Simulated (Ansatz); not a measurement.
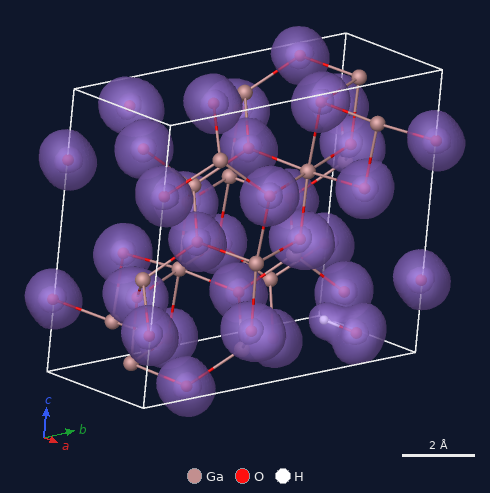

*Ga16HO24 (cell charge +1, with a compensating background) (cell with a defect). Isosurface of the ELF at 0.7 (purple), seen slightly off an axis. Core shells and regions of very low density are left out. Sticks mark near contacts.*

Level of theory: Ansatz, DFT PBE, scalar-relativistic, plane waves, PAW.

In a PAW calculation such maps are meaningful between the atoms, not at the nuclei.

```
Ga O H
1.0
    -4.82909   -1.54163   -5.71515
    -6.22706    4.62490   -0.00623
     1.39797    6.16653   -5.70892
Ga O H
16 24 1
Direct
  0.64734 0.66450 0.66120
  0.89786 0.40980 0.41793
  0.14415 0.17327 0.16153
  0.40137 0.91475 0.91265
  0.58230 0.09401 0.08653
  0.84653 0.83430 0.82228
  0.09855 0.57745 0.58937
  0.34566 0.32975 0.34311
  0.45883 0.71123 0.33337
  0.70615 0.45857 0.08035
  0.96431 0.21300 0.83026
  0.21220 0.96334 0.58086
  0.77998 0.03434 0.41888
  0.05884 0.78087 0.17991
  0.28079 0.53667 0.91772
  0.53431 0.28202 0.67272
  0.49936 0.48935 0.75792
  0.74768 0.23730 0.50842
  0.99783 0.99690 0.25629
  0.25208 0.74142 0.00391
  0.74964 0.24789 0.99680
  0.99832 0.00334 0.74797
  0.24432 0.75671 0.49515
  0.49240 0.50601 0.24494
  0.41480 0.93053 0.15205
  0.66249 0.68334 0.90459
  0.90853 0.43254 0.65286
  0.15777 0.18464 0.40256
  0.83366 0.81311 0.59540
  0.08791 0.56129 0.35238
  0.33088 0.31693 0.09728
  0.59223 0.06011 0.85221
  0.06831 0.59933 0.81802
  0.32100 0.34391 0.57351
  0.56830 0.09878 0.31714
  0.83303 0.83428 0.07987
  0.17626 0.14853 0.93295
  0.42611 0.89853 0.68168
  0.67644 0.64827 0.42800
  0.91733 0.40819 0.18185
  0.79563 0.72214 0.14316
```

Question: Identify the bonds, lone pairs and shells in this picture.

Answer: At this value the surface marks out 23 regions wrapped around O (the valence shell of each) and one joined region spread over several atoms (H, O), in which their bonds and any lone pairs are merged, counted in one cell of 41 atoms. Any copies at cell faces, edges or corners count once.

Values along the shortest contacts:
O–H (0.98 Å): the ELF climbs to about 1 towards the hydrogen, as it does in any bond to H (an ordinary covalent bond to hydrogen). Ga–O (1.83 Å): the ELF peaks at about 0.80 in the valence shell of O, 0.6 Å from its nucleus, and is about 0.40 at the midpoint.

Question: Does the calculation make it a metal, or give it a gap?

Answer: It is gapped, with a Kohn–Sham gap of 2.9 eV on the k-point mesh (the band edges may lie off the mesh, which would make the gap smaller).
